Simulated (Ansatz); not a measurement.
# Geometry relaxation, with input and output: ZnSnP₂ (part 2 of 2)

Continued. System: ZnSnP₂ (8 atoms in the cell). Method: DFT PBEsol, scalar-relativistic, plane waves, PAW, no spin polarisation (Ansatz 0.2.0); cutoff 420 eV, 8×8×8 k-mesh, Gaussian smearing of 0.02 eV. The structure derives from a Materials Project entry.

Geometry of the input (Å; fractional positions):
```
-2.8238  2.8238  5.6622
2.8238  -2.8238  5.6622
2.8238  2.8238  -5.6622
Zn 0.7500  0.2500  0.5000
Zn 0.0000  0.0000  0.0000
Sn 0.2500  0.7500  0.5000
Sn 0.5000  0.5000  0.0000
P  0.3750  0.3536  0.4786
P  0.6464  0.1250  0.0214
P  0.1036  0.6250  0.9786
P  0.8750  0.8964  0.5214
```

```
basis re-selected at this cell: Δ(F+E_penalty+E_count) = +7.682e-4 eV, ΔP = -0.002 GPa vs the last step (what re-selecting the basis moved, of the pressure what is left beyond the Pulay correction that the steps carried, after the strain that the cell walked since its last selection, with what the two solves' SCF thresholds leave and, on support functions, any second-order correction that the steps lacked; it is no measure of the basis error at this ecutwfc). This SCF's stress stands 2.81e-3 GPa from its target on what of the cell is left free (relax.cell.stress_tol is 5.00e-2 GPa) and its largest allowed force component is 3.05e-3 eV/Å (relax.f_tol is 5.00e-3 eV/Å): within both
SCF converged after 7 iterations
Free energy (F): -21422.983433 eV
Harris-Foulkes:  -21422.983433 eV  (|F-HF|=7.28e-12)
Internal energy: -21422.983433 eV  (E = F + TS)
E sigma→0 (E₀):  -21422.983433 eV
Fermi energy:    7.784574 eV
--- Per-component energies (eV) ---
  E_band       = -200.599628
  E_kinetic    = 917.657255
  E_local      = -6333.175567  (includes V_loc(G=0)·N_el)
  E_nonlocal   = 1301.514402
  E_hartree    = 2992.993682
  E_xc         = -1273.069430
  E_vxc        = -541.086504  (∫ρ·V_xc dr)
  E_paw        = -13928.627726  (= ΣΔE_a)
  E_vpaw       = -1531.495924  (= ΣTr[D̂ρ^β])
  E_aug_tail   = -0.000695  (compensation charges beyond the density's cutoff)
  E_ewald      = -5102.624126
  E_core_change = 2.348774  (= ΣΔE_core)
  E_smearing   = -0.000000  (= −TS)
  E_closure    = 0.000000  (closes the sum)
  Σ components = -21422.983433   (vs F -21422.983433, Δ=0.00e0)
--- Forces (eV/Å), atoms counted from 1 ---
  atom   1  Zn     0.00000000     0.00000000     0.00000000
  atom   2  Zn     0.00000000     0.00000000     0.00000000
  atom   3  Sn     0.00000000     0.00000000    -0.00000000
  atom   4  Sn     0.00000000    -0.00000000     0.00000000
  atom   5  P      0.00304796    -0.00000000    -0.00000000
  atom   6  P      0.00000000    -0.00304796     0.00000000
  atom   7  P      0.00000000     0.00304796    -0.00000000
  atom   8  P     -0.00304796    -0.00000000     0.00000000
  max |Σ_I F_I| component: 4.99e-17 eV/Å
--- Stress (GPa, compression-positive) ---
        0.000629      -0.000000      -0.000000
        0.000000       0.000629       0.000000
       -0.000000       0.000000      -0.002815
  P = ⅓ Tr σ = -0.0005 GPa (-0.005 kbar)
--- Band table (eV; the first three rows and the last of 59) ---
  k-point 0: bands = ["-14.1697", "-14.1687", "-14.1687", "-14.1494", "-14.1369", "-14.1369", "-14.1035", "-14.0990", "-14.0935", "-14.0887", "-5.0614", "-2.6295", "-2.6003", "-2.6003", "-0.5574", "0.4447", "0.4447", "0.4473", "0.5318", "0.5644", "0.6297", "0.7322", "0.7915", "0.8282", "0.8282", "0.9932", "2.1307", "3.6862", "3.6862", "3.8246", "3.8798", "4.7776", "4.7776", "7.3721", "7.3864", "7.3864", "8.1824", "8.6241", "8.8691", "10.6538", "10.6538", "10.7843", "11.6838", "11.6838"]
  k-point 1: bands = ["-14.1708", "-14.1684", "-14.1662", "-14.1500", "-14.1382", "-14.1379", "-14.1025", "-14.0985", "-14.0935", "-14.0890", "-4.9516", "-2.7580", "-2.7201", "-2.6213", "-0.4389", "0.3321", "0.4449", "0.4491", "0.5731", "0.5832", "0.6246", "0.6613", "0.7257", "0.8100", "0.8470", "1.1724", "2.1413", "3.5267", "3.5312", "4.0732", "4.3335", "4.6966", "4.9764", "6.1998", "6.9913", "7.3306", "8.8262", "8.9449", "9.6043", "10.6044", "10.6824", "11.1451", "11.4378", "11.4395"]
  k-point 2: bands = ["-14.1709", "-14.1675", "-14.1622", "-14.1516", "-14.1414", "-14.1405", "-14.1003", "-14.0971", "-14.0937", "-14.0897", "-4.6368", "-3.0786", "-2.9662", "-2.6577", "-0.1977", "0.2107", "0.4440", "0.4516", "0.5892", "0.5996", "0.6155", "0.6189", "0.6668", "0.7699", "0.8536", "1.1538", "2.0146", "3.3488", "4.1113", "4.3257", "4.6290", "4.8620", "5.3623", "5.5642", "6.1276", "7.1459", "9.0626", "9.3411", "10.2690", "10.6994", "10.8613", "11.0903", "11.2898", "11.7016"]
  k-point 58: bands = ["-14.1754", "-14.1754", "-14.1595", "-14.1595", "-14.1299", "-14.1299", "-14.1050", "-14.1050", "-14.0874", "-14.0874", "-4.1811", "-4.1811", "-2.6336", "-2.6336", "0.0080", "0.0080", "0.4791", "0.4791", "0.5064", "0.5064", "0.6853", "0.6853", "0.6920", "0.6920", "1.0385", "1.0385", "3.9081", "3.9081", "4.3620", "4.3620", "4.6831", "4.6831", "5.6380", "5.6380", "5.9462", "5.9462", "8.6181", "8.6181", "8.6393", "8.6393", "9.5174", "9.5174", "10.7695", "10.7695"]
--- Relaxed structure (3 steps of the walk, 3 accepted, 1 SCFs on fresh bases) ---
  F+E_penalty+E_count = -21422.98343264 eV   max|allowed force component| = 3.048e-3 eV/Å   (the final SCF, on the basis selected at the relaxed cell)
  cell:  # Å, volume = 178.2626 Å³
    - [-2.8107156459816807, 2.8107156459816807, 5.641133243576714]
    - [2.8107156459816807, -2.8107156459816807, 5.641133243576714]
    - [2.8107156459816807, 2.8107156459816807, -5.641133243576714]
  atoms:
    - { symbol: Zn, position: [0.75, 0.25, 0.5] }
    - { symbol: Zn, position: [3.839581769558026e-20, -9.598954423895086e-20, -5.759372654337062e-20] }
    - { symbol: Sn, position: [0.25, 0.75, 0.5] }
    - { symbol: Sn, position: [0.5, 0.5, -5.75937265433702e-20] }
    - { symbol: P, position: [0.375, 0.3504865994253347, 0.4754865994253347] }
    - { symbol: P, position: [0.6495134005746652, 0.125, 0.02451340057466528] }
    - { symbol: P, position: [0.10048659942533464, 0.625, 0.9754865994253347] }
    - { symbol: P, position: [0.875, 0.8995134005746652, 0.5245134005746653] }
```

Trajectory as extended XYZ (Å, eV, eV/Å), 4 frames, from step=1 to step=4:
```
8
Lattice="-2.8238 2.8238 5.6622 2.8238 -2.8238 5.6622 2.8238 2.8238 -5.6622" Properties=species:S:1:pos:R:3:forces:R:3 step=1 energy=-21422.97250 pressure_GPa=-0.80
Zn    0.0000    2.8238    2.8311    0.0000   0.0000   0.0000
Zn    0.0000    0.0000    0.0000    0.0000   0.0000   0.0000
Sn    2.8238    0.0000    2.8311    0.0000   0.0000   0.0000
Sn    0.0000    0.0000    5.6622    0.0000   0.0000   0.0000
P     1.2911    1.4119    1.4155   -0.1450   0.0000   0.0000
P    -1.4119    1.5326    4.2466    0.0000   0.1450   0.0000
P     4.2356    1.2911   -1.4155    0.0000  -0.1450   0.0000
P     1.5326    1.4119    7.0777    0.1450   0.0000   0.0000
8
Lattice="-2.8162 2.8162 5.6436 2.8162 -2.8162 5.6436 2.8162 2.8162 -5.6436" Properties=species:S:1:pos:R:3:forces:R:3 step=2 energy=-21422.98237 pressure_GPa=-0.26
Zn    0.0000    2.8162    2.8218    0.0000   0.0000   0.0000
Zn    0.0000    0.0000    0.0000    0.0000   0.0000   0.0000
Sn    2.8162    0.0000    2.8218    0.0000   0.0000   0.0000
Sn    0.0000    0.0000    5.6436    0.0000   0.0000   0.0000
P     1.2777    1.4081    1.4109   -0.0632   0.0000   0.0000
P    -1.4081    1.5385    4.2327    0.0000   0.0632   0.0000
P     4.2243    1.2777   -1.4109    0.0000  -0.0632   0.0000
P     1.5385    1.4081    7.0546    0.0632   0.0000   0.0000
8
Lattice="-2.8107 2.8107 5.6411 2.8107 -2.8107 5.6411 2.8107 2.8107 -5.6411" Properties=species:S:1:pos:R:3:forces:R:3 step=3 energy=-21422.98420 pressure_GPa=0.00
Zn    0.0000    2.8107    2.8206    0.0000   0.0000   0.0000
Zn    0.0000    0.0000    0.0000    0.0000   0.0000   0.0000
Sn    2.8107    0.0000    2.8206    0.0000   0.0000   0.0000
Sn    0.0000    0.0000    5.6411    0.0000   0.0000   0.0000
P     1.2676    1.4054    1.4103    0.0031   0.0000   0.0000
P    -1.4054    1.5432    4.2309    0.0000  -0.0031   0.0000
P     4.2161    1.2676   -1.4103    0.0000   0.0031   0.0000
P     1.5432    1.4054    7.0514   -0.0031   0.0000   0.0000
8
Lattice="-2.8107 2.8107 5.6411 2.8107 -2.8107 5.6411 2.8107 2.8107 -5.6411" Properties=species:S:1:pos:R:3:forces:R:3 step=4 energy=-21422.98343 pressure_GPa=-0.00
Zn    0.0000    2.8107    2.8206    0.0000   0.0000   0.0000
Zn    0.0000    0.0000    0.0000    0.0000   0.0000   0.0000
Sn    2.8107    0.0000    2.8206    0.0000   0.0000   0.0000
Sn    0.0000    0.0000    5.6411    0.0000   0.0000   0.0000
P     1.2676    1.4054    1.4103    0.0030   0.0000   0.0000
P    -1.4054    1.5432    4.2309    0.0000  -0.0030   0.0000
P     4.2161    1.2676   -1.4103    0.0000   0.0030   0.0000
P     1.5432    1.4054    7.0514   -0.0030   0.0000   0.0000
```

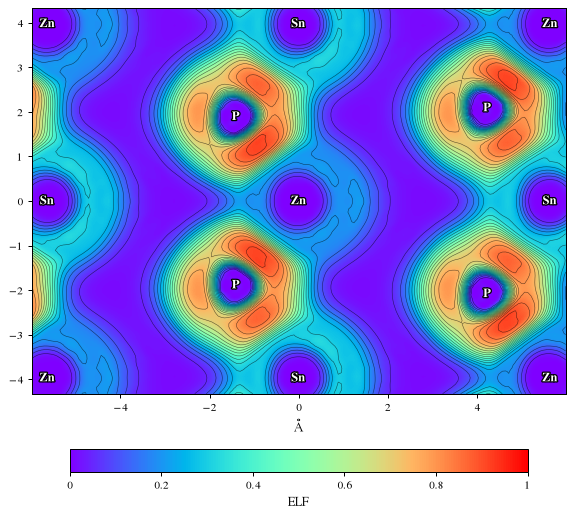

Figure 1. Electron localisation function on the (110) plane of the conventional cell. Zn–P (2.36 Å): the ELF is about 0.65 at the midpoint. Sn–P (2.52 Å): the ELF is about 0.65 at the midpoint. In a PAW calculation such maps are meaningful between the atoms, not at the nuclei.

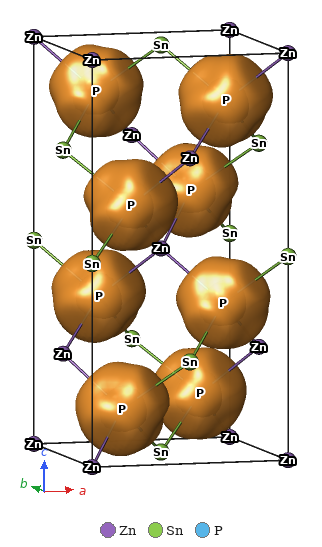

Figure 2. Isosurface of the electron localisation function at 0.65 (orange), seen slightly off an axis. Core shells and regions of very low density are left out. Sticks mark near contacts. The outline is the cell set on symmetry axes. Values along the shortest contacts: Zn–P (2.36 Å): the ELF is about 0.65 at the midpoint. Sn–P (2.52 Å): the ELF is about 0.65 at the midpoint.

Key numbers:

```json
{"quantity": "outcome", "value": "converged"}
{"quantity": "space group (tolerance 0.01 Å)", "value": "I-42d (122)"}
{"quantity": "electrons treated", "value": "72"}
{"quantity": "free energy", "value": "−21422.9834 eV"}
{"quantity": "Fermi energy", "value": "7.785 eV"}
{"quantity": "gap on the k-point mesh", "value": "0.80 eV"}
{"quantity": "pressure", "value": "0.00 GPa"}
{"quantity": "final volume", "value": "178.26 Å³"}
{"quantity": "largest force (length of the vector) at the end", "value": "0.003 eV/Å"}
{"quantity": "final cell", "value": "a = 6.901 Å, b = 6.901 Å, c = 6.901 Å, α = 131.93°, β = 131.93°, γ = 70.34°"}
{"quantity": "wall time", "value": "52 s (CPU time 3.4 min)"}
{"quantity": "peak memory", "value": "0.77 GiB"}
```
